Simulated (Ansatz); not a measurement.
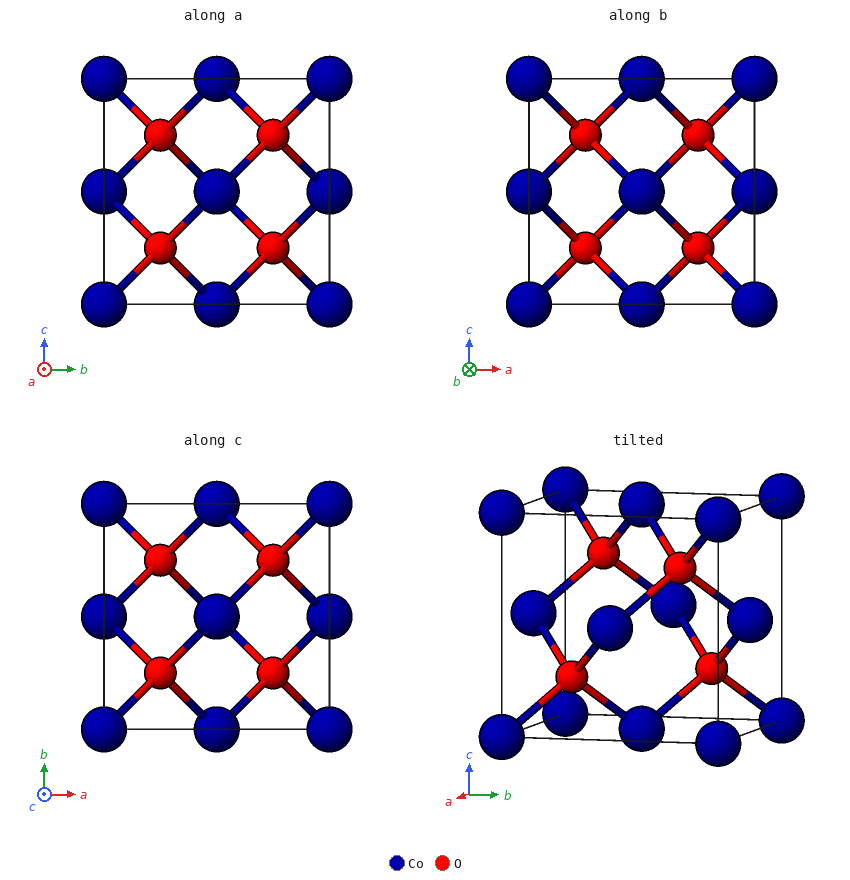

Ball-and-stick representation of a periodic structure, projected along the a axis, along the b axis, along the c axis and slightly off an axis. Thin lines show the conventional unit cell, with boundary atoms drawn in all their periodic places.

Lattice parameters: a = 4.544 Å, b = 4.544 Å, c = 4.544 Å, α = 90.00°, β = 90.00°, γ = 90.00°. Put a along x and b in the xy plane.

Express the structure as a POSCAR file.

Answer.
```
Co O
1.0
     4.544    0.000    0.000
     0.000    4.544    0.000
     0.000    0.000    4.544
Co O
4 4
Direct
  0.0000 0.0000 0.0000
  0.0000 0.5000 0.5000
  0.5000 0.0000 0.5000
  0.5000 0.5000 0.0000
  0.2500 0.2500 0.7500
  0.2500 0.7500 0.2500
  0.7500 0.2500 0.2500
  0.7500 0.7500 0.7500
```

Starting structure: a structure type filled with these elements by a generator (whether the compound takes this form wasn't checked). The cell was then strained or its atoms displaced on purpose. It was run through Ansatz as a DFT input.
